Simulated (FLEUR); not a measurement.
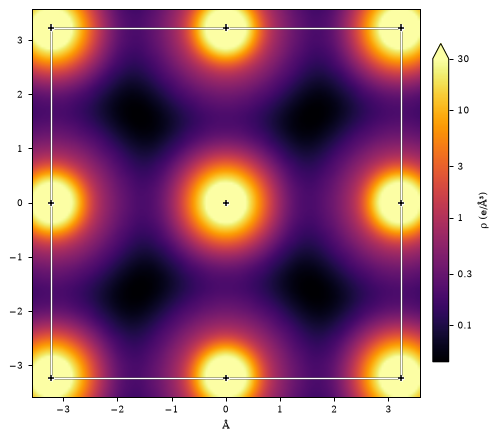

The total electron density on a plane through atoms (crosses mark nuclei in the plane).

The calculation used FLEUR MaX-R8.1 (patched build s14), Kohn-Sham DFT of a periodic cell, PBE, all-electron.

Candidates:
A. TePb, a = 6.46 Å, b = 6.46 Å, c = 6.46 Å, α = 90.00°, β = 90.00°, γ = 90.00°. Space group Fm-3m.
B. Au, a = 4.07 Å, b = 4.07 Å, c = 4.07 Å, α = 90.00°, β = 90.00°, γ = 90.00°. Space group Fm-3m.
C. AlN, a = 3.31 Å, b = 3.31 Å, c = 4.19 Å, α = 90.00°, β = 90.00°, γ = 120.00°. Space group P6₃/mmc; a structure from a database of computed crystals, not necessarily the ambient phase.

> Which system is this?

Candidate A: TePb on the (100) plane of the conventional cell, which holds Pb and Te. Te–Pb (3.23 Å): ρ is about 0.2 e/Å³ halfway.
